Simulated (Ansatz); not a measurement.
## C: geometry relaxation (part 3 of 3)

C (slab, 12 atoms in the cell); DFT PBE, scalar-relativistic, plane waves, PAW, no spin polarisation (Ansatz 0.2.0); cutoff 420 eV, 14×4×1 k-mesh, Gaussian smearing of 0.1 eV. The structure derives from a Materials Project entry. It belongs to a series of runs on one base structure; here: (1 0 0) slab, atoms relaxed.

Geometry of the input (Å; fractional positions):
```
2.4664  0.0000  0.0000
0.0000  8.5215  0.0000
0.0000  0.0000  26.3916
C  0.0000  0.0000  0.2842
C  0.5000  0.0000  0.3112
C  0.5000  0.0000  0.3651
C  0.0000  0.0000  0.3921
C  0.0000  0.0000  0.4460
C  0.5000  0.0000  0.4730
C  0.5000  0.0000  0.5270
C  0.0000  0.0000  0.5540
C  0.0000  0.0000  0.6079
C  0.5000  0.0000  0.6349
C  0.5000  0.0000  0.6888
C  0.0000  0.0000  0.7158
```

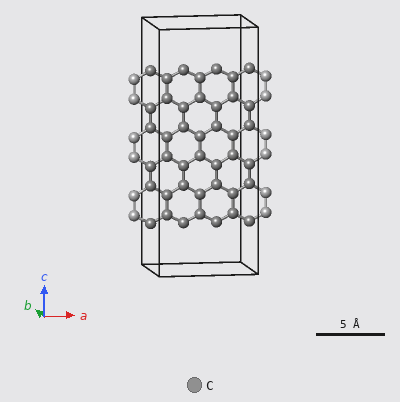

**Figure 1.** The geometry at step 3 of the log (ball-and-stick view of the 3 repeat of the cell, with the vacuum cut short, seen slightly off an axis; neighbours outside the cell are drawn fainter).

What the program printed, continued:
```
SCF iter   1: F=—  HF=-3004.821743 eV  |F-HF|=—  |Δ(HF+E_count)|=         —  Δρ=1.28e-4  dr2=6.63e-5  ethr=1.14e-6  p=-0.000 e·Å  D=-5.82e-7 V/Å  ΔV_dip=0.00 eV  dr2_dipole=7.36e-12  V_vac-E_F(+/−)=5.62/5.62 eV  ⟨swp⟩=2.0  Hψ=1833  notcnv=0
efield: sawtooth ramp at fractional position 0.9800 (handed on by an earlier solve), width 0.0400; the density the first Hamiltonian is built on has a dipole p = -0.000 e·Å; the dipole correction subtracts the counter field D = -5.82e-7 V/Å, which shifts the + side's vacuum level by +0.00 eV against the − side's; the planar-averaged density in the ramp window peaks in size at 2.2e-7 e/Å³
preconditioner: auto → LDOS  [insulator: Δε(μ)=0.112 eV  Ē_g=13.468 eV  σ=0.100 eV  W_gap=0.50  n_scr=58 (ndim 8)  ℏωp=10.9 eV  f_vac=0.741  D(μ)=4.74/eV (n_scr^D=28)  ε∞_Penn≈1.7  β→1.0]
SCF iter   2: F=—  HF=-3004.821718 eV  |F-HF|=—  |Δ(HF+E_count)|=   2.52e-5  Δρ=5.78e-5  dr2=1.87e-5  ethr=1.38e-7  p=-0.000 e·Å  D=-7.24e-7 V/Å  ΔV_dip=0.00 eV  dr2_dipole=1.01e-9  V_vac-E_F(+/−)=5.62/5.62 eV  ⟨swp⟩=2.0  Hψ=1565  notcnv=0
SCF iter   3: F=—  HF=-3004.821722 eV  |F-HF|=—  |Δ(HF+E_count)|=   3.93e-6  Δρ=3.50e-5  dr2=1.18e-5  ethr=3.89e-8  p=-0.000 e·Å  D=-2.57e-7 V/Å  ΔV_dip=0.00 eV  dr2_dipole=2.24e-10  V_vac-E_F(+/−)=5.62/5.62 eV  ⟨swp⟩=2.0  Hψ=1300  notcnv=0
SCF iter   4: F=—  HF=-3004.821721 eV  |F-HF|=—  |Δ(HF+E_count)|=   1.04e-6  Δρ=1.96e-5  dr2=3.70e-6  ethr=2.45e-8  p=-0.000 e·Å  D=-3.64e-7 V/Å  ΔV_dip=0.00 eV  dr2_dipole=1.16e-11  V_vac-E_F(+/−)=5.62/5.62 eV  ⟨swp⟩=2.0  Hψ=996  notcnv=0
SCF iter   5: F=—  HF=-3004.821721 eV  |F-HF|=—  |Δ(HF+E_count)|=   1.45e-7  Δρ=1.26e-5  dr2=1.58e-6  ethr=7.71e-9  p=-0.000 e·Å  D=-3.46e-7 V/Å  ΔV_dip=0.00 eV  dr2_dipole=1.02e-12  V_vac-E_F(+/−)=5.62/5.62 eV  ⟨swp⟩=1.0  Hψ=724  notcnv=0
SCF iter   6: F=—  HF=-3004.821721 eV  |F-HF|=—  |Δ(HF+E_count)|=   3.91e-7  Δρ=6.20e-6  dr2=3.32e-7  ethr=3.29e-9  p=-0.000 e·Å  D=-2.56e-7 V/Å  ΔV_dip=0.00 eV  dr2_dipole=9.82e-11  V_vac-E_F(+/−)=5.62/5.62 eV  ⟨swp⟩=2.0  Hψ=1070  notcnv=0
SCF iter   7: F=-3004.821722 eV  HF=-3004.821721 eV  |F-HF|=2.69e-7  |Δ(HF+E_count)|=   2.20e-7  Δρ=2.62e-6  dr2=4.52e-8  ethr=2.08e-10  p=-0.000 e·Å  D=-3.13e-7 V/Å  ΔV_dip=0.00 eV  dr2_dipole=1.12e-11  V_vac-E_F(+/−)=5.62/5.62 eV  ⟨swp⟩=12.7  Hψ=6800  notcnv=0
SCF 6 converged in 7 iterations: F = -3004.821722 eV  dr2 = 4.52e-8
relax step   6: F+E_penalty+E_count = -3004.82172155 eV  Δ(F+E_penalty+E_count) = -8.775e-5 eV  max|allowed force component| = 6.275e-3 eV/Å  Δτ_max = 0.0016 Å  (7 SCF iters, accepted)
WARN: The output density's exchange-correlation potential varies sharply where the density is thin. Do not read a vacuum level from v_tot or v_xc, or from such a field of the output density. On a cell that repeats whose density bears no net charge and no dipole along the vacuum's axis use v_es (v_loc + v_h of the components); under efield.dipole_correction with no amplitude use v_es + v_field, which holds any external_charges[].barrier, or the levels of the report's work_function block, which leave it out; under a non-zero efield.amplitude the vacuum is tilted and has no level; on a cell that repeats and bears such a dipole with no correction it is tilted too, and efield.dipole_correction with no amplitude gives each side of its ramp a level where efield: is served; in a cell that repeats whose density bears a net charge (total_charge, or a fill off its count) it is curved and has none; of a slab under crystal.periodic whose density bears no net charge use v_es, which has a level on each side, short of where the two are joined; of another it falls or rises all the way out and has none; of a slab beside external_charges read slab_vacuum_level instead, which it has where they leave it neutral. The grid or the basis barely resolves most such structure, and the values can differ between equally converged runs; as a rule a tighter scf.convergence.dr2_threshold does not remove it. Where the density itself ripples (under the LDA too) a higher basis.ecutwfc lessens it. The files hold the spikes' plane waves up to the density's cutoff. Files: v_tot_of_output_density and the like, and their columns of v_z.tsv (output.write_potential); v_xc_of_output_density and the like, and their columns of v_comp_z.tsv (output.write_potential_components). Measured: with its Gaussian average of σ = 0.25 Å subtracted twice, the exchange-correlation potential is over 0.1 eV at 1950 of the grid points where the equally averaged density (valence and model cores) is under 1e-3 e/Å³, and 0.739 eV at the most among them, at an averaged density of 6.4e-6 e/Å³. The input density's (outcome.potential() and, of a run that writes arrays, v_tot and v_xc) is over 0.1 eV, so measured, at 2220 points of its own thin density, 0.555 eV at the most. See output.write_potential in the manual, Limitations
SCF converged after 7 iterations
Free energy (F): -3004.821722 eV
Harris-Foulkes:  -3004.821721 eV  (|F-HF|=2.69e-7)
Internal energy: -3004.797979 eV  (E = F + TS)
E sigma→0 (E₀):  -3004.809850 eV
Entropy (-TS):   -0.023743 eV (-1.979 meV/atom)
Fermi energy:    -2.943134 eV
Dipole field:    D = 0.000002 V/Å  (p = 0.000007 e·Å, saw-weighted, corrected)
Work function:   Φ+ = 5.6198 eV   Φ− = 5.6198 eV
Levels:          The Fermi level and band energies are counted from a zero that moves with the ramp; work functions are not
--- Per-component energies (eV) ---
  E_band       = -559.988124
  E_kinetic    = 1079.536193
  E_local      = -18201.599990  (includes V_loc(G=0)·N_el)
  E_nonlocal   = 329.303703
  E_hartree    = 8509.888851
  E_xc         = -571.592157
  E_vxc        = -707.012588  (∫ρ·V_xc dr)
  E_paw        = -1190.873436  (= ΣΔE_a)
  E_vpaw       = -80.011229  (= ΣTr[D̂ρ^β])
  E_aug_tail   = 0.000090  (compensation charges beyond the density's cutoff)
  E_efield     = 0.000000  (sawtooth field / dipole correction)
  E_vefield    = 0.000000  (∫n·V_field dr)
  E_ewald      = 7040.538769
  E_smearing   = -0.023743  (= −TS)
  E_closure    = 0.000000  (closes the sum)
  Σ components = -3004.821722   (vs F -3004.821722, Δ=0.00e0)
--- Forces (eV/Å), atoms counted from 1 ---
  atom   1  C      0.00000000     0.00000000    -0.00257959
  atom   2  C      0.00000000     0.00000000     0.00242363
  atom   3  C      0.00000000     0.00000000    -0.00248454
  atom   4  C      0.00000000     0.00000000     0.00458043
  atom   5  C      0.00000000     0.00000000    -0.00550948
  atom   6  C      0.00000000     0.00000000     0.00601840
  atom   7  C      0.00000000     0.00000000    -0.00627468
  atom   8  C      0.00000000     0.00000000     0.00573280
  atom   9  C      0.00000000     0.00000000    -0.00447268
  atom  10  C      0.00000000     0.00000000     0.00241563
  atom  11  C      0.00000000     0.00000000    -0.00238696
  atom  12  C      0.00000000     0.00000000     0.00253666
  max |Σ_I F_I| component: 3.74e-7 eV/Å
--- Band table (eV; the first three rows and the last of 24) ---
  k-point 0: bands = ["-22.2662", "-21.8314", "-21.0724", "-20.0712", "-18.8476", "-17.5653", "-14.8909", "-12.9133", "-10.8285", "-10.3186", "-9.8113", "-9.3258", "-9.0794", "-8.9849", "-8.7503", "-8.5293", "-7.9514", "-7.8614", "-7.1242", "-6.8486", "-6.8159", "-6.3829", "-5.7598", "-2.8131", "-2.7530", "-0.3462", "0.4295", "1.0186", "1.4140", "1.7462", "2.3764", "2.5690", "2.7089", "3.1383", "3.2142", "3.2863"]
  k-point 1: bands = ["-22.2662", "-21.8314", "-21.0724", "-20.0712", "-18.8476", "-17.5653", "-14.8909", "-12.9133", "-10.8285", "-10.3187", "-9.8113", "-9.3261", "-9.0794", "-8.9850", "-8.7503", "-8.5292", "-7.9515", "-7.8614", "-7.1241", "-6.8486", "-6.8159", "-6.3828", "-5.7596", "-2.8125", "-2.7523", "-0.3473", "0.6216", "1.2002", "1.4123", "1.9031", "2.0502", "2.4655", "2.6390", "2.6910", "2.9506", "3.3744"]
  k-point 2: bands = ["-22.2662", "-21.8314", "-21.0724", "-20.0712", "-18.8476", "-17.5653", "-14.8909", "-12.9133", "-10.8285", "-10.3189", "-9.8115", "-9.3261", "-9.0795", "-8.9851", "-8.7502", "-8.5292", "-7.9516", "-7.8614", "-7.1242", "-6.8487", "-6.8160", "-6.3830", "-5.7595", "-2.8120", "-2.7517", "-0.3480", "1.1433", "1.2239", "1.3850", "1.7386", "1.7814", "2.2814", "2.4907", "2.8643", "2.9657", "3.0310"]
  k-point 23: bands = ["-18.0143", "-18.0026", "-17.6493", "-17.6407", "-17.2484", "-16.4396", "-15.9479", "-15.7207", "-14.8398", "-14.8098", "-13.8598", "-13.8057", "-11.1286", "-11.0564", "-10.0781", "-9.8680", "-9.4696", "-5.5161", "-5.4824", "-5.3299", "-5.2383", "-5.1492", "-3.4828", "-3.4698", "-2.5339", "-2.5136", "-1.1197", "-0.9279", "-0.7948", "-0.3890", "-0.3445", "4.7832", "5.2780", "5.9018", "6.9913", "7.0043"]
--- Relaxed structure (6 steps of the walk, 5 accepted, 0 SCFs on fresh bases) ---
  F+E_penalty+E_count = -3004.82172155 eV   max|allowed force component| = 6.275e-3 eV/Å
  atoms:
    - { symbol: C, position: [0.0, 0.0, 0.2858638457646308] }
    - { symbol: C, position: [0.5, 0.0, 0.30933556987454736] }
    - { symbol: C, position: [0.5, 0.0, 0.36525259287315187] }
    - { symbol: C, position: [0.0, 0.0, 0.3916773276411638] }
    - { symbol: C, position: [0.0, 0.0, 0.4460903105629287] }
    - { symbol: C, position: [0.5, 0.0, 0.4728698950271868] }
    - { symbol: C, position: [0.5, 0.0, 0.527130248882216] }
    - { symbol: C, position: [0.0, 0.0, 0.5539096184436477] }
    - { symbol: C, position: [0.0, 0.0, 0.6083225946328982] }
    - { symbol: C, position: [0.5, 0.0, 0.6347474045086491] }
    - { symbol: C, position: [0.5, 0.0, 0.6906644031629945] }
    - { symbol: C, position: [0.0, 0.0, 0.714136188625985] }
```

Trajectory as extended XYZ (Å, eV, eV/Å), 6 frames, from step=1 to step=6:
```
12
Lattice="2.4664 0.0000 0.0000 0.0000 8.5215 0.0000 0.0000 0.0000 26.3916" Properties=species:S:1:pos:R:3:forces:R:3 step=1 energy=-3004.59407
C     0.0000    0.0000    7.5000    0.0000   0.0000   1.7904
C     1.2332    0.0000    8.2120    0.0000   0.0000  -2.6625
C     1.2332    0.0000    9.6359    0.0000   0.0000   0.9396
C     0.0000    0.0000   10.3479    0.0000   0.0000  -0.1804
C     0.0000    0.0000   11.7718    0.0000   0.0000   0.1177
C     1.2332    0.0000   12.4838    0.0000   0.0000  -0.0486
C     1.2332    0.0000   13.9078    0.0000   0.0000   0.0486
C     0.0000    0.0000   14.6197    0.0000   0.0000  -0.1177
C     0.0000    0.0000   16.0437    0.0000   0.0000   0.1804
C     1.2332    0.0000   16.7557    0.0000   0.0000  -0.9396
C     1.2332    0.0000   18.1796    0.0000   0.0000   2.6626
C     0.0000    0.0000   18.8916    0.0000   0.0000  -1.7904
12
Lattice="2.4664 0.0000 0.0000 0.0000 8.5215 0.0000 0.0000 0.0000 26.3916" Properties=species:S:1:pos:R:3:forces:R:3 step=2 energy=-3004.71229
C     0.0000    0.0000    7.5156    0.0000   0.0000   1.2393
C     1.2332    0.0000    8.1961    0.0000   0.0000  -1.8383
C     1.2332    0.0000    9.6353    0.0000   0.0000   0.7744
C     0.0000    0.0000   10.3458    0.0000   0.0000  -0.3137
C     0.0000    0.0000   11.7716    0.0000   0.0000   0.1921
C     1.2332    0.0000   12.4835    0.0000   0.0000  -0.1458
C     1.2332    0.0000   13.9081    0.0000   0.0000   0.1458
C     0.0000    0.0000   14.6200    0.0000   0.0000  -0.1921
C     0.0000    0.0000   16.0458    0.0000   0.0000   0.3136
C     1.2332    0.0000   16.7563    0.0000   0.0000  -0.7744
C     1.2332    0.0000   18.1955    0.0000   0.0000   1.8383
C     0.0000    0.0000   18.8760    0.0000   0.0000  -1.2393
12
Lattice="2.4664 0.0000 0.0000 0.0000 8.5215 0.0000 0.0000 0.0000 26.3916" Properties=species:S:1:pos:R:3:forces:R:3 step=3 energy=-3004.79649
C     0.0000    0.0000    7.5239    0.0000   0.0000  -0.2776
C     1.2332    0.0000    8.1341    0.0000   0.0000   0.1834
C     1.2332    0.0000    9.6100    0.0000   0.0000   0.1319
C     0.0000    0.0000   10.3056    0.0000   0.0000   0.6608
C     0.0000    0.0000   11.7629    0.0000   0.0000  -0.4818
C     1.2332    0.0000   12.4692    0.0000   0.0000   0.4812
C     1.2332    0.0000   13.9224    0.0000   0.0000  -0.4800
C     0.0000    0.0000   14.6287    0.0000   0.0000   0.4806
C     0.0000    0.0000   16.0860    0.0000   0.0000  -0.6611
C     1.2332    0.0000   16.7816    0.0000   0.0000  -0.1319
C     1.2332    0.0000   18.2575    0.0000   0.0000  -0.1833
C     0.0000    0.0000   18.8677    0.0000   0.0000   0.2777
12
Lattice="2.4664 0.0000 0.0000 0.0000 8.5215 0.0000 0.0000 0.0000 26.3916" Properties=species:S:1:pos:R:3:forces:R:3 step=4 energy=-3004.76332 accepted=F
C     0.0000    0.0000    7.5842    0.0000   0.0000  -0.2058
C     1.2332    0.0000    8.1927    0.0000   0.0000   0.6958
C     1.2332    0.0000    9.6884    0.0000   0.0000  -0.7124
C     0.0000    0.0000   10.3817    0.0000   0.0000  -0.8800
C     0.0000    0.0000   11.7906    0.0000   0.0000   0.6034
C     1.2332    0.0000   12.4932    0.0000   0.0000  -0.5800
C     1.2332    0.0000   13.8984    0.0000   0.0000   0.5793
C     0.0000    0.0000   14.6010    0.0000   0.0000  -0.6031
C     0.0000    0.0000   16.0099    0.0000   0.0000   0.8807
C     1.2332    0.0000   16.7032    0.0000   0.0000   0.7125
C     1.2332    0.0000   18.1989    0.0000   0.0000  -0.6960
C     0.0000    0.0000   18.8074    0.0000   0.0000   0.2056
12
Lattice="2.4664 0.0000 0.0000 0.0000 8.5215 0.0000 0.0000 0.0000 26.3916" Properties=species:S:1:pos:R:3:forces:R:3 step=5 energy=-3004.82163
C     0.0000    0.0000    7.5428    0.0000   0.0000   0.0319
C     1.2332    0.0000    8.1636    0.0000   0.0000  -0.0454
C     1.2332    0.0000    9.6384    0.0000   0.0000   0.0374
C     0.0000    0.0000   10.3366    0.0000   0.0000  -0.0272
C     0.0000    0.0000   11.7722    0.0000   0.0000   0.0281
C     1.2332    0.0000   12.4797    0.0000   0.0000  -0.0044
C     1.2332    0.0000   13.9119    0.0000   0.0000   0.0036
C     0.0000    0.0000   14.6194    0.0000   0.0000  -0.0275
C     0.0000    0.0000   16.0550    0.0000   0.0000   0.0275
C     1.2332    0.0000   16.7532    0.0000   0.0000  -0.0375
C     1.2332    0.0000   18.2280    0.0000   0.0000   0.0454
C     0.0000    0.0000   18.8488    0.0000   0.0000  -0.0320
12
Lattice="2.4664 0.0000 0.0000 0.0000 8.5215 0.0000 0.0000 0.0000 26.3916" Properties=species:S:1:pos:R:3:forces:R:3 step=6 energy=-3004.82172
C     0.0000    0.0000    7.5444    0.0000   0.0000  -0.0026
C     1.2332    0.0000    8.1639    0.0000   0.0000   0.0024
C     1.2332    0.0000    9.6396    0.0000   0.0000  -0.0025
C     0.0000    0.0000   10.3370    0.0000   0.0000   0.0046
C     0.0000    0.0000   11.7730    0.0000   0.0000  -0.0055
C     1.2332    0.0000   12.4798    0.0000   0.0000   0.0060
C     1.2332    0.0000   13.9118    0.0000   0.0000  -0.0063
C     0.0000    0.0000   14.6186    0.0000   0.0000   0.0057
C     0.0000    0.0000   16.0546    0.0000   0.0000  -0.0045
C     1.2332    0.0000   16.7520    0.0000   0.0000   0.0024
C     1.2332    0.0000   18.2277    0.0000   0.0000  -0.0024
C     0.0000    0.0000   18.8472    0.0000   0.0000   0.0025
```

Results in brief:

```json
{"quantity": "outcome", "value": "converged"}
{"quantity": "electrons treated", "value": "48"}
{"quantity": "free energy", "value": "−3004.8217 eV"}
{"quantity": "work function, top face", "value": "5.62 eV"}
{"quantity": "work function, bottom face", "value": "5.62 eV"}
{"quantity": "Fermi energy", "value": "−2.943 eV"}
{"quantity": "gap on the k-point mesh", "value": "none (metallic)"}
{"quantity": "final volume", "value": "554.67 Å³"}
{"quantity": "work function (upper face)", "value": "5.62 eV"}
{"quantity": "largest force (length of the vector) at the end", "value": "0.006 eV/Å"}
{"quantity": "hardware", "value": "1 thread of Intel Xeon @ 2.50GHz (Skylake/Cascade Lake), 192 GiB of memory available, shared host"}
{"quantity": "wall time", "value": "6.2 min"}
{"quantity": "peak memory", "value": "0.82 GiB"}
```

Remarks:

The program warns: the exchange-correlation potential is rough where the density is thin.
